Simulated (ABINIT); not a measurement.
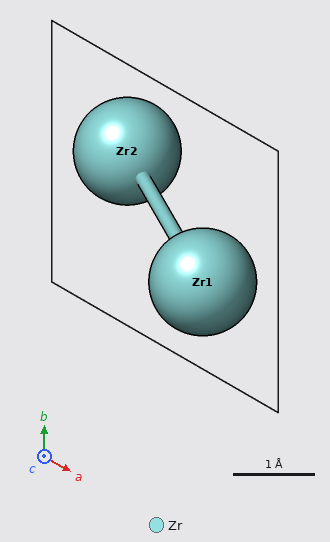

**Figure 1.** The input geometry (ball-and-stick view of the cell of the calculation, along the c axis; atoms are numbered from 1 in the order of the input). An atom can appear more than once, as a periodic image. Near neighbours in the periodic cell (some may lie outside the picture): Zr has 12 Zr at 3.18 to 3.23 Å.

# Geometry relaxation, with input and output: Zr (part 1 of 3)

System: Zr (P6₃/mmc, 2 atoms in the cell).
Method: Kohn-Sham DFT of a periodic cell, PBE, PseudoDojo NC SR PBE v0.4.1 standard, no spin polarisation (ABINIT 10.8.3).

The structure derives from an entry of the Crystallography Open Database.

Log:
```
.Version 10.8.3 of ABINIT
 Symmetries : space group P6_3/m m c (#194); Bravais hP (primitive hexag.)
================================================================================
 Values of the parameters that define the memory need of the present run
     intxc =       0    ionmov =       2      iscf =       7    lmnmax =       6
     lnmax =       6     mgfft =      60  mpssoang =       3    mqgrid =    3001
     natom =       2  nloc_mem =       1    nspden =       1   nspinor =       1
    nsppol =       1      nsym =      24    n1xccc =    2501    ntypat =       1
    occopt =       3   xclevel =       2
       mpw =        3615          nfft =       77760          nkpt =          24
================================================================================
================================================================================

--------------------------------------------------------------------------------
------------- Echo of variables that govern the present computation ------------
--------------------------------------------------------------------------------
 -outvars: echo values of preprocessed input variables --------
            acell      1.0000000000E+00  1.0000000000E+00  1.0000000000E+00 Bohr
              amu      9.12240000E+01
          chkprim           0
      chksymtnons           0
          dilatmx      1.08000000E+00
             ecut      3.30000000E+01 Hartree
           ecutsm      5.00000000E-01 Hartree
           ionmov           2
              ixc          11
         kptrlatt        7    0    0      0    7    0      0    0    4
          kptrlen      3.89056815E+01
            natom           2
            nband          16
            ngfft          36      36      60
             nkpt          24
            nstep          80
             nsym          24
            ntime          50
           ntypat           1
           occopt           3
          optcell           2
           prtden           0
        prtebands           0
           prteig           0
            prtwf           0
            rprim      6.1075948348E+00  0.0000000000E+00  0.0000000000E+00
                      -3.0537974174E+00  5.2893322829E+00  0.0000000000E+00
                       0.0000000000E+00  0.0000000000E+00  9.7264203634E+00
          spgroup         194
           tolmxf      2.00000000E-05
           tolsym      1.00000000E-06
           tolvrs      1.00000000E-12
           tsmear      1.83747000E-03 Hartree
            typat      1  1
           xangst      1.6159999989E+00  9.3299803437E-01  3.8602499974E+00
                      -5.9804013553E-17  1.8659960687E+00  1.2867499991E+00
            xcart      3.0537974174E+00  1.7631107610E+00  7.2948152726E+00
                      -1.1301320684E-16  3.5262215219E+00  2.4316050909E+00
             xred      6.6666666667E-01  3.3333333333E-01  7.5000000000E-01
                       3.3333333333E-01  6.6666666667E-01  2.5000000000E-01
            znucl       40.00000

================================================================================

 chkinp: Checking input parameters for consistency.

================================================================================
== DATASET  1 ==================================================================

--- !DatasetInfo
iteration_state: {dtset: 1, }
dimensions: {natom: 2, nkpt: 24, mband: 16, nsppol: 1, nspinor: 1, nspden: 1, mpw: 3615, }
cutoff_energies: {ecut:  33.0, pawecutdg:  -1.0, }
electrons: {nelect:   2.40000000E+01, charge:   0.00000000E+00, occopt:   3.00000000E+00, tsmear:   1.83747000E-03, }
meta: {optdriver: 0, ionmov: 2, optcell: 2, iscf: 7, paral_kgb: 0, }
...

 Exchange-correlation functional for the present dataset will be:
  GGA: Perdew-Burke-Ernzerhof functional - ixc=11
  J.P.Perdew, K.Burke, M.Ernzerhof, PRL 77, 3865 (1996)

 Real(R)+Recip(G) space primitive vectors, cartesian coordinates (Bohr,Bohr^-1):
 R(1)=  6.1075948  0.0000000  0.0000000  G(1)=  0.1637306  0.0945299  0.0000000
 R(2)= -3.0537974  5.2893323  0.0000000  G(2)=  0.0000000  0.1890598  0.0000000
 R(3)=  0.0000000  0.0000000  9.7264204  G(3)=  0.0000000  0.0000000  0.1028127
 Unit cell volume ucvol=  3.1421297E+02 bohr^3
 Angles (23,13,12)=  9.00000000E+01  9.00000000E+01  1.20000000E+02 degrees

 getcut: wavevector=  0.0000  0.0000  0.0000  ngfft=  36  36  60
         ecut(hartree)=     38.491   => boxcut(ratio)=   2.11051

--- Pseudopotential description ------------------------------------------------
- pspini: atom type   1  psp file is ./Zr.upf
  40.00000  12.00000  171031                  znucl, zion, pspdat
12 -101130 2 -1 1622                          pspcod,pspxc,lmax,lloc,mmax
     nproj     2     2     2

   9.02339628E+02                                ecore*ucvol(ha*bohr**3)
--------------------------------------------------------------------------------

================================================================================

=== [ionmov= 2] Broyden-Fletcher-Goldfarb-Shanno method (forces)
================================================================================

--- Iteration: ( 1/50) Internal Cycle: (1/1)
--------------------------------------------------------------------------------

---SELF-CONSISTENT-FIELD CONVERGENCE--------------------------------------------

--- !BeginCycle
iteration_state: {dtset: 1, itime: 1, icycle: 1, }
solver: {iscf: 7, nstep: 80, nline: 4, wfoptalg: 0, }
tolerances: {tolvrs: 1.00E-12, }
...

     iter   Etot(hartree)      deltaE(h)  residm     vres2
 ETOT  1  -101.18582309990    -1.012E+02 8.406E-02 2.748E+01
 ETOT  2  -101.24187299869    -5.605E-02 1.349E-02 7.929E-01
 ETOT  3  -101.24204045468    -1.675E-04 1.484E-03 6.799E-03
 ETOT  4  -101.24204394462    -3.490E-06 1.372E-03 1.150E-04
 ETOT  5  -101.24204423891    -2.943E-07 1.108E-03 1.410E-05
 ETOT  6  -101.24204428319    -4.428E-08 3.551E-04 1.532E-07
 ETOT  7  -101.24204429034    -7.143E-09 3.071E-04 3.230E-09
 ETOT  8  -101.24204429164    -1.306E-09 3.192E-04 7.028E-10
 ETOT  9  -101.24204429189    -2.493E-10 2.528E-04 9.784E-11
 ETOT 10  -101.24204429194    -4.741E-11 2.413E-04 6.103E-12
 ETOT 11  -101.24204429195    -9.166E-12 1.783E-04 9.100E-14

 At SCF step   11       vres2   =  9.10E-14 < tolvrs=  1.00E-12 =>converged.

 Cartesian components of stress tensor (hartree/bohr^3)
  sigma(1 1)= -2.23618518E-05  sigma(3 2)=  0.00000000E+00
  sigma(2 2)= -2.23618516E-05  sigma(3 1)=  0.00000000E+00
  sigma(3 3)= -2.06274083E-05  sigma(2 1)=  0.00000000E+00

--- !ResultsGS
iteration_state: {dtset: 1, itime: 1, icycle: 1, }
comment   : Summary of ground state results
lattice_vectors:
- [  6.1075948,   0.0000000,   0.0000000, ]
- [ -3.0537974,   5.2893323,   0.0000000, ]
- [  0.0000000,   0.0000000,   9.7264204, ]
lattice_lengths: [   6.10759,    6.10759,    9.72642, ]
lattice_angles: [ 90.000,  90.000, 120.000, ] # degrees, (23, 13, 12)
lattice_volume:   3.1421297E+02
convergence: {deltae: -9.166E-12, res2:  9.100E-14, residm:  1.783E-04, diffor: null, }
etotal    :  -1.01242044E+02
entropy   :   0.00000000E+00
fermie    :   4.01789199E-01
cartesian_stress_tensor: # hartree/bohr^3
- [ -2.23618518E-05,   0.00000000E+00,   0.00000000E+00, ]
- [  0.00000000E+00,  -2.23618516E-05,   0.00000000E+00, ]
- [  0.00000000E+00,   0.00000000E+00,  -2.06274083E-05, ]
pressure_GPa:   6.4090E-01
xred      :
- [  6.6667E-01,   3.3333E-01,   7.5000E-01, Zr]
- [  3.3333E-01,   6.6667E-01,   2.5000E-01, Zr]
cartesian_forces: # hartree/bohr
- [ -5.51085431E-29,  -6.36338643E-30,  -0.00000000E+00, ]
- [  5.51085431E-29,   6.36338643E-30,  -0.00000000E+00, ]
force_length_stats: {min:   5.54747168E-29, max:   5.54747168E-29, mean:   5.54747168E-29, }
...

 Integrated electronic density in atomic spheres:
 ------------------------------------------------
 Atom  Sphere_radius  Integrated_density
    1        2.00000          8.40035551
    2        2.00000          8.40035551

---OUTPUT-----------------------------------------------------------------------

 Cartesian coordinates (xcart) [bohr]
  3.05379741740000E+00  1.76311076096667E+00  7.29481527255000E+00
 -1.13013206844611E-16  3.52622152193333E+00  2.43160509085000E+00
 Reduced coordinates (xred)
  6.66666666666667E-01  3.33333333333333E-01  7.50000000000000E-01
  3.33333333333333E-01  6.66666666666667E-01  2.50000000000000E-01
 Cartesian forces (fcart) [Ha/bohr]; max,rms= 5.51085E-29 3.20283E-29 (free atoms)
 -5.51085430514351E-29 -6.36338643315031E-30 -0.00000000000000E+00
  5.51085430514351E-29  6.36338643315031E-30 -0.00000000000000E+00
 Gradient of E wrt nuclear positions in reduced coordinates (gred)
  3.36580652894298E-28 -1.34632261157719E-28  0.00000000000000E+00
 -3.36580652894298E-28  1.34632261157719E-28 -0.00000000000000E+00
 Scale of Primitive Cell (acell) [bohr]
  1.00000000000000E+00  1.00000000000000E+00  1.00000000000000E+00
 Real space primitive translations (rprimd) [bohr]
  6.10759483480000E+00  0.00000000000000E+00  0.00000000000000E+00
 -3.05379741740000E+00  5.28933228290000E+00  0.00000000000000E+00
  0.00000000000000E+00  0.00000000000000E+00  9.72642036340000E+00
 Unitary Cell Volume (ucvol) [Bohr^3]=  3.14212968189486E+02
 Angles (23,13,12)= [degrees]
  9.00000000000000E+01  9.00000000000000E+01  1.20000000000279E+02
 Lengths [Bohr]
  6.10759483480000E+00  6.10759483474854E+00  9.72642036340000E+00
 Stress tensor in cartesian coordinates (strten) [Ha/bohr^3]
 -2.23618517985469E-05  0.00000000000000E+00  0.00000000000000E+00
  0.00000000000000E+00 -2.23618515937021E-05  0.00000000000000E+00
  0.00000000000000E+00  0.00000000000000E+00 -2.06274082877739E-05
 Total energy (etotal) [Ha]= -1.01242044291948E+02

--- Iteration: ( 2/50) Internal Cycle: (1/1)
--------------------------------------------------------------------------------

---SELF-CONSISTENT-FIELD CONVERGENCE--------------------------------------------

--- !BeginCycle
iteration_state: {dtset: 1, itime: 2, icycle: 1, }
solver: {iscf: 7, nstep: 80, nline: 4, wfoptalg: 0, }
tolerances: {tolvrs: 1.00E-12, }
...

     iter   Etot(hartree)      deltaE(h)  residm     vres2
 ETOT  1  -101.24203710440    -1.012E+02 1.140E-04 1.274E-01
 ETOT  2  -101.24205497365    -1.787E-05 6.505E-05 4.370E-03
 ETOT  3  -101.24205577060    -7.969E-07 5.805E-05 6.775E-05
 ETOT  4  -101.24205577800    -7.397E-09 3.758E-05 4.241E-07
 ETOT  5  -101.24205577805    -5.343E-11 3.293E-05 1.993E-09
 ETOT  6  -101.24205577805    -2.103E-12 2.113E-05 8.632E-11
 ETOT  7  -101.24205577805    -3.837E-13 1.842E-05 5.038E-13

 At SCF step    7       vres2   =  5.04E-13 < tolvrs=  1.00E-12 =>converged.

 Cartesian components of stress tensor (hartree/bohr^3)
  sigma(1 1)= -1.59688400E-05  sigma(3 2)=  0.00000000E+00
  sigma(2 2)= -1.59688398E-05  sigma(3 1)=  0.00000000E+00
  sigma(3 3)= -1.43371498E-05  sigma(2 1)=  0.00000000E+00

--- !ResultsGS
iteration_state: {dtset: 1, itime: 2, icycle: 1, }
comment   : Summary of ground state results
lattice_vectors:
- [  6.1116921,   0.0000000,   0.0000000, ]
- [ -3.0558461,   5.2928807,   0.0000000, ]
- [  0.0000000,   0.0000000,   9.7324393, ]
lattice_lengths: [   6.11169,    6.11169,    9.73244, ]
lattice_angles: [ 90.000,  90.000, 120.000, ] # degrees, (23, 13, 12)
lattice_volume:   3.1482940E+02
convergence: {deltae: -3.837E-13, res2:  5.038E-13, residm:  1.842E-05, diffor: null, }
etotal    :  -1.01242056E+02
entropy   :   0.00000000E+00
fermie    :   4.00853550E-01
cartesian_stress_tensor: # hartree/bohr^3
- [ -1.59688400E-05,   0.00000000E+00,   0.00000000E+00, ]
- [  0.00000000E+00,  -1.59688398E-05,   0.00000000E+00, ]
- [  0.00000000E+00,   0.00000000E+00,  -1.43371498E-05, ]
pressure_GPa:   4.5382E-01
xred      :
- [  6.6667E-01,   3.3333E-01,   7.5000E-01, Zr]
- [  3.3333E-01,   6.6667E-01,   2.5000E-01, Zr]
cartesian_forces: # hartree/bohr
- [ -1.10143196E-29,   1.90773611E-29,  -0.00000000E+00, ]
- [  1.10143196E-29,  -1.90773611E-29,  -0.00000000E+00, ]
force_length_stats: {min:   2.20286392E-29, max:   2.20286392E-29, mean:   2.20286392E-29, }
...

 Integrated electronic density in atomic spheres:
 ------------------------------------------------
 Atom  Sphere_radius  Integrated_density
    1        2.00000          8.40358269
    2        2.00000          8.40358269

---OUTPUT-----------------------------------------------------------------------

 Cartesian coordinates (xcart) [bohr]
  3.05584607434874E+00  1.76429355360748E+00  7.29932946654032E+00
 -4.09148495615121E-16  3.52858710721497E+00  2.43310982218011E+00
 Reduced coordinates (xred)
  6.66666666666667E-01  3.33333333333333E-01  7.50000000000000E-01
  3.33333333333333E-01  6.66666666666667E-01  2.50000000000000E-01
 Cartesian forces (fcart) [Ha/bohr]; max,rms= 1.90774E-29 1.27182E-29 (free atoms)
 -1.10143195928490E-29  1.90773611458300E-29 -0.00000000000000E+00
  1.10143195928490E-29 -1.90773611458300E-29 -0.00000000000000E+00
 Gradient of E wrt nuclear positions in reduced coordinates (gred)
  6.73161305788597E-29 -1.34632261157719E-28 -0.00000000000000E+00
 -6.73161305788597E-29  1.34632261157719E-28 -0.00000000000000E+00
 Scale of Primitive Cell (acell) [bohr]
  6.11169214869747E+00  6.11169214864598E+00  9.73243928872043E+00
 Real space primitive translations (rprimd) [bohr]
  6.11169214869747E+00  0.00000000000000E+00  0.00000000000000E+00
 -3.05584607434874E+00  5.29288066082245E+00  0.00000000000000E+00
  0.00000000000000E+00  0.00000000000000E+00  9.73243928872043E+00
 Unitary Cell Volume (ucvol) [Bohr^3]=  3.14829395575872E+02
 Angles (23,13,12)= [degrees]
  9.00000000000000E+01  9.00000000000000E+01  1.20000000000279E+02
 Lengths [Bohr]
  6.11169214869747E+00  6.11169214864598E+00  9.73243928872043E+00
 Stress tensor in cartesian coordinates (strten) [Ha/bohr^3]
 -1.59688400083839E-05  0.00000000000000E+00  0.00000000000000E+00
  0.00000000000000E+00 -1.59688398041948E-05  0.00000000000000E+00
  0.00000000000000E+00  0.00000000000000E+00 -1.43371498358847E-05
 Total energy (etotal) [Ha]= -1.01242055778054E+02

 Difference of energy with previous step (new-old):
           Absolute (Ha)=-1.14861E-05
           Relative     =-1.13452E-07

--- Iteration: ( 3/50) Internal Cycle: (1/1)
--------------------------------------------------------------------------------

---SELF-CONSISTENT-FIELD CONVERGENCE--------------------------------------------

--- !BeginCycle
iteration_state: {dtset: 1, itime: 3, icycle: 1, }
solver: {iscf: 7, nstep: 80, nline: 4, wfoptalg: 0, }
tolerances: {tolvrs: 1.00E-12, }
...

     iter   Etot(hartree)      deltaE(h)  residm     vres2
 ETOT  1  -101.24195458156    -1.012E+02 9.099E-06 7.674E-01
 ETOT  2  -101.24206261235    -1.080E-04 7.612E-06 2.642E-02
 ETOT  3  -101.24206744536    -4.833E-06 3.786E-06 4.057E-04
 ETOT  4  -101.24206748995    -4.459E-08 3.742E-06 2.568E-06
 ETOT  5  -101.24206749027    -3.258E-10 1.899E-06 1.180E-08
 ETOT  6  -101.24206749028    -4.491E-12 2.381E-06 5.001E-10
 ETOT  7  -101.24206749028     3.126E-13 1.064E-06 3.180E-12
 ETOT  8  -101.24206749028    -1.180E-12 2.053E-06 5.171E-13

 At SCF step    8       vres2   =  5.17E-13 < tolvrs=  1.00E-12 =>converged.

 Cartesian components of stress tensor (hartree/bohr^3)
  sigma(1 1)= -4.74489817E-07  sigma(3 2)=  0.00000000E+00
  sigma(2 2)= -4.74489614E-07  sigma(3 1)=  0.00000000E+00
  sigma(3 3)=  7.78819969E-07  sigma(2 1)=  0.00000000E+00

--- !ResultsGS
iteration_state: {dtset: 1, itime: 3, icycle: 1, }
comment   : Summary of ground state results
lattice_vectors:
- [  6.1217986,   0.0000000,   0.0000000, ]
- [ -3.0608993,   5.3016331,   0.0000000, ]
- [  0.0000000,   0.0000000,   9.7468895, ]
lattice_lengths: [   6.12180,    6.12180,    9.74689, ]
lattice_angles: [ 90.000,  90.000, 120.000, ] # degrees, (23, 13, 12)
lattice_volume:   3.1634046E+02
convergence: {deltae: -1.180E-12, res2:  5.171E-13, residm:  2.053E-06, diffor: null, }
etotal    :  -1.01242067E+02
entropy   :   0.00000000E+00
fermie    :   3.98573446E-01
cartesian_stress_tensor: # hartree/bohr^3
- [ -4.74489817E-07,   0.00000000E+00,   0.00000000E+00, ]
- [  0.00000000E+00,  -4.74489614E-07,   0.00000000E+00, ]
- [  0.00000000E+00,   0.00000000E+00,   7.78819969E-07, ]
pressure_GPa:   1.6688E-03
xred      :
- [  6.6667E-01,   3.3333E-01,   7.5000E-01, Zr]
- [  3.3333E-01,   6.6667E-01,   2.5000E-01, Zr]
cartesian_forces: # hartree/bohr
- [  6.59768170E-29,   3.80917330E-29,   1.34891052E-31, ]
- [ -6.59768170E-29,  -3.80917330E-29,  -1.34891052E-31, ]
force_length_stats: {min:   7.61835855E-29, max:   7.61835855E-29, mean:   7.61835855E-29, }
...

 Integrated electronic density in atomic spheres:
 ------------------------------------------------
 Atom  Sphere_radius  Integrated_density
    1        2.00000          8.39228392
    2        2.00000          8.39228392

---OUTPUT-----------------------------------------------------------------------
```
